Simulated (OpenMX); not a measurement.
WC

```xyz
8
Lattice="3.1009 1.7903 -2.5319 0.0000 3.5806 2.5319 3.1009 -1.7903 2.5319" Properties=species:S:1:pos:R:3 pbc="T T T"
W     0.0000    0.0000    0.0000
W     1.5505    0.8952    2.5319
W     1.5505    2.6855    0.0000
W     3.1009    0.0000    0.0000
C     0.0000    1.7903    1.2659
C     1.5505   -0.8952    1.2659
C     1.5505    0.8952   -1.2659
C     3.1009    1.7903    1.2659
```

Space group Fm-3m; a structure from a database of computed crystals, not necessarily the ambient phase; computed pressure about −7 GPa in this cell.

The calculation used Kohn-Sham DFT of a periodic cell, PBE with D3, OpenMX 2013 PBE set in OpenMX 3.8.5.

### What will maps of the valence pseudo-density show?

W–C (2.19 Å): the density is about 0.61 e/Å³ at the midpoint.

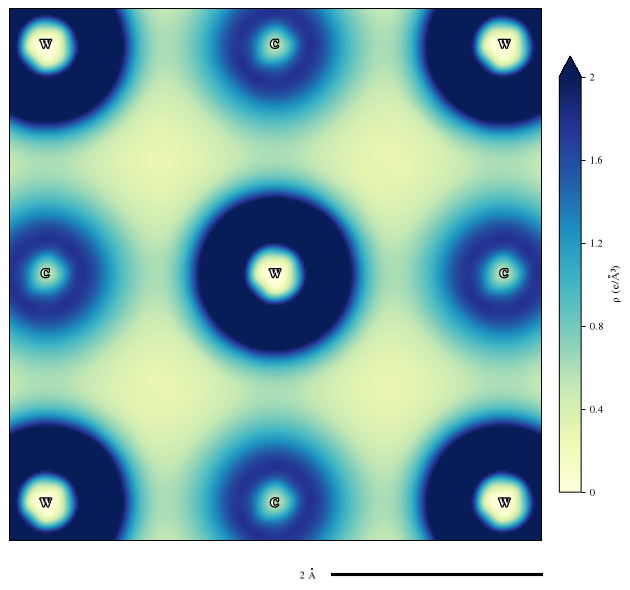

Computed valence pseudo-density on the (010) plane of the conventional cell. 

In a pseudopotential calculation such maps are meaningful between the atoms, not at the nuclei.
